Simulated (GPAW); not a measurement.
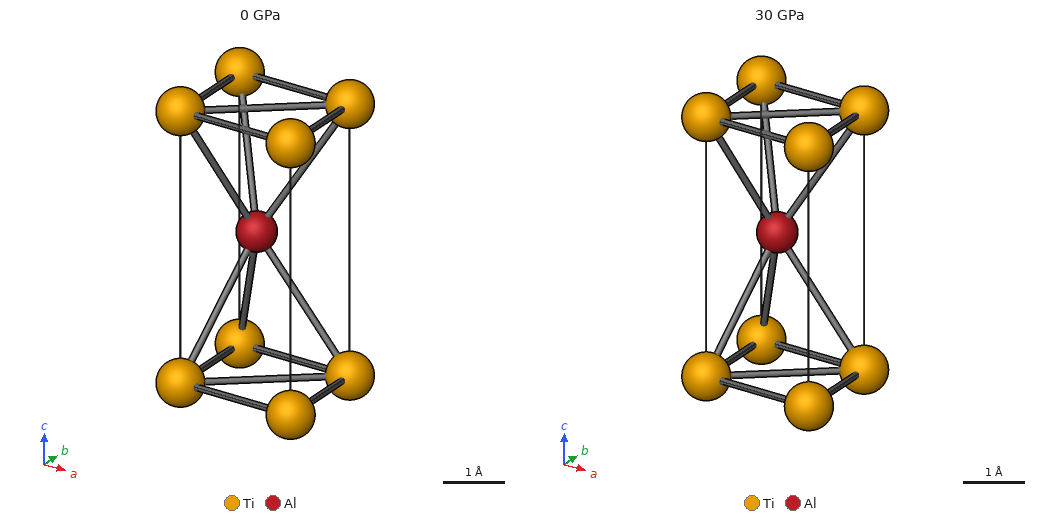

TiAl, space group P-6m2 (No. 187), relaxed (cell and atoms) under a series of hydrostatic pressures; the conventional cell is drawn at the lowest and the highest, to one scale (sticks follow a distance rule). The start was a structure listed in the Materials Project. It needn't be the stable form of this composition.

Alike in all runs: GPAW 26.7.0; functional PBEsol; potentials PAW data sets generated in the run's folder for this functional; cutoff 600 eV; k mesh 9 × 9 × 5 on the run's cell of 2 atoms; occupations fermi-dirac, width 0.05 eV; no spin polarisation; no spin-orbit coupling.

| pressure (GPa) | volume (Å³/atom) | a (Å) | c (Å) |
| --- | --- | --- | --- |
| 0.1 | 16.181 | 2.842 | 4.627 |
| 1.9 | ? | ? | ? |
| 4.9 | 15.535 | 2.795 | 4.591 |
| 9.9 | 14.981 | 2.757 | 4.551 |
| 20.0 | 14.097 | 2.697 | 4.477 |
| 30.0 | 13.404 | 2.647 | 4.417 |

Fit a third-order Birch-Murnaghan equation to the rows given and use it to fill in the volume that is left out.

The fit gives V0 = 16.19 Å³/atom, B0 = 110 GPa and B0′ = 3.9, which puts the volume at 1.9 GPa at 15.92 Å³/atom. The run gave volume 15.921 Å³/atom; a 2.825 Å; c 4.606 Å.

Which axis yields most up to 30 GPa?

The a axis: a −6.8 %, c −4.5 %, against −17.2 % in volume.

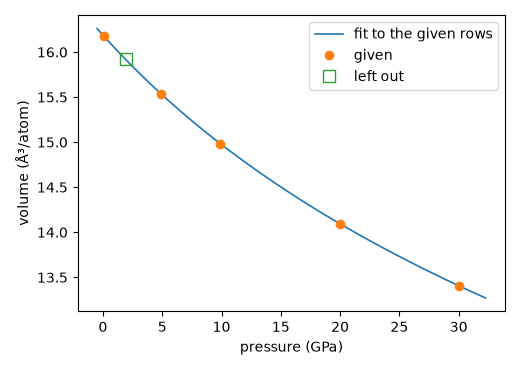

Volume against pressure, with the fit. The structure was kept in its own symmetry, so a change to another phase within this range wouldn't be seen.

Caveat: later steps reuse the first step's grids.
